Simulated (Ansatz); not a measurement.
Consider K.

The calculation's input:

```
crystal:
  lattice:
    - [-2.618, 2.67036, 2.618]
    - [2.618, -2.67036, 2.618]
    - [2.618, 2.67036, -2.618]
  atoms:
    - { symbol: K, position: [0.0, 0.0, 0.0] }
basis:
  ecutwfc: 420
kpoints:
  mp_grid: { grid: [14, 14, 14] }
hamiltonian:
  xc: pbe
scf:
  occupations: { method: gaussian, width: 0.15 }
output:
  forces: true
  stress: true
  eigenvalues: true
  write_density: true
  write_potential: true
  elf: true
  volumetric_format: npy
```

Command:

```sh
ansatz run input.yaml --threads 1 --pin off --max-ram 1228MiB --backend cpu --events-out ev --progress --plain --runs-dir out
```

Below, planes, directions and counts refer to the conventional cell (a = 5.24 Å, b = 5.24 Å, c = 5.34 Å, α = 90.00°, β = 90.00°, γ = 90.00°).

Space group I4/mmm; changed on purpose from its base cell (strain +0.0200 x Voigt [0, 1, 0, 0, 0, 0], atoms carried along); computed without spin polarisation.

The calculation used DFT PBE, scalar-relativistic, plane waves, PAW in Ansatz 0.2.0.

What will maps of the valence pseudo-density and electron localisation function show?

K–K (4.56 Å): the density is about 0.02 e/Å³ at the midpoint; the ELF is about 0.20 at the midpoint; no localised pair shows between them.

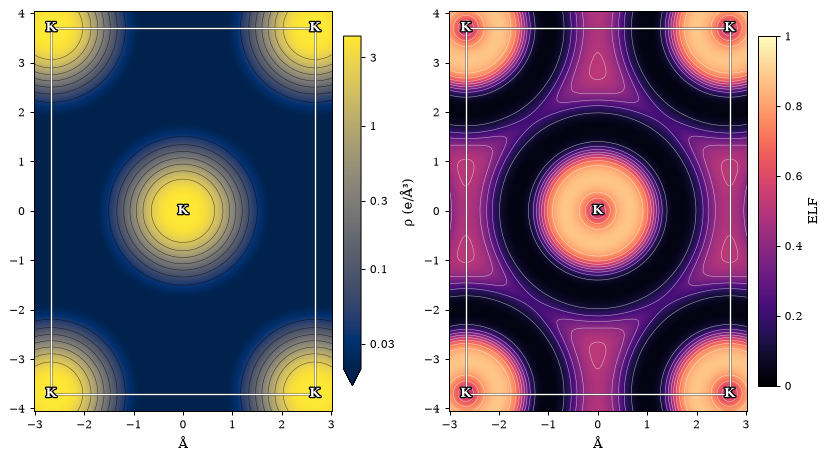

Computed valence pseudo-density and electron localisation function on the (11̄0) plane of the conventional cell, in this order. 

The density is the valence pseudo-density of a PAW calculation; it isn't the true density close to the nuclei.
